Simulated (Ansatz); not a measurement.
KCl (space group F-43m, No. 216): the input geometry of an electronic-structure calculation (not necessarily at equilibrium); the starting structure was generated, so it need not be a known form of this composition.

```
K Cl
1.0
     7.01457    0.00000    0.00000
     0.00000    7.01457    0.00000
     0.00000    0.00000    7.01457
K Cl
4 4
Direct
  0.00000 0.00000 0.00000
  0.00000 0.50000 0.50000
  0.50000 0.00000 0.50000
  0.50000 0.50000 0.00000
  0.25000 0.25000 0.75000
  0.25000 0.75000 0.25000
  0.75000 0.25000 0.25000
  0.75000 0.75000 0.75000
```

Bonds are taken as Cl–K below 3.4 Å. Simplification: prune 0- and 1-connected atoms, fold 2-connected ones into links.

What net does this leave?

The result is a uninodal 4-connected, three-periodic net: K and Cl are 4-connected nodes. It is the dia net, known from diamond, zinc blende and cristobalite. It is a single net, without interpenetration.

```json
{"node": "K and Cl", "links": "4", "point symbol": "6^6", "coordination sequence": "4 12 24 42 64"}
```

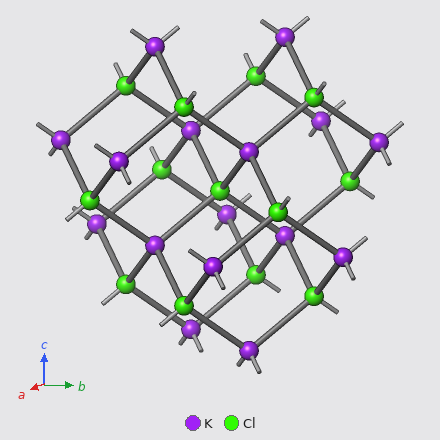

Nodes are coloured by element. Edges to nodes outside the piece are drawn as stubs.
